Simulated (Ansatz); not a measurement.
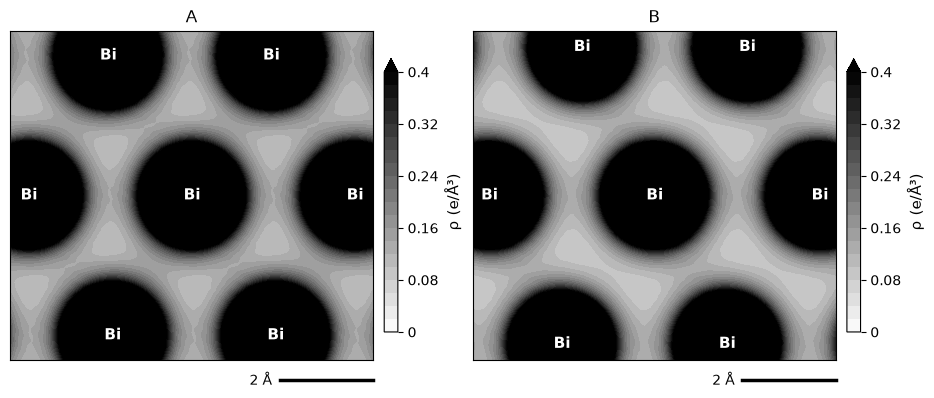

Bi. The valence electron density of two cells that differ in size and shape, on the (100) plane of each (indices in the axes of the calculation cell), at one length scale and on one colour scale: B has 32.5 Å³ an atom and A 29.3.

Level of theory: Ansatz 0.2.0, DFT PBE+D3(BJ), scalar-relativistic, plane waves, PAW.

The density is the valence pseudo-density of a PAW calculation; it isn't the true density close to the nuclei.

**What does the compression do to the bonding and the properties?**

From the larger cell to the smaller, Bi–Bi goes from 3.52 to 3.43 Å, and the density at its midpoint from 0.13 to 0.15 e/Å³; the pressure goes from −3.5 to 2.0 GPa.
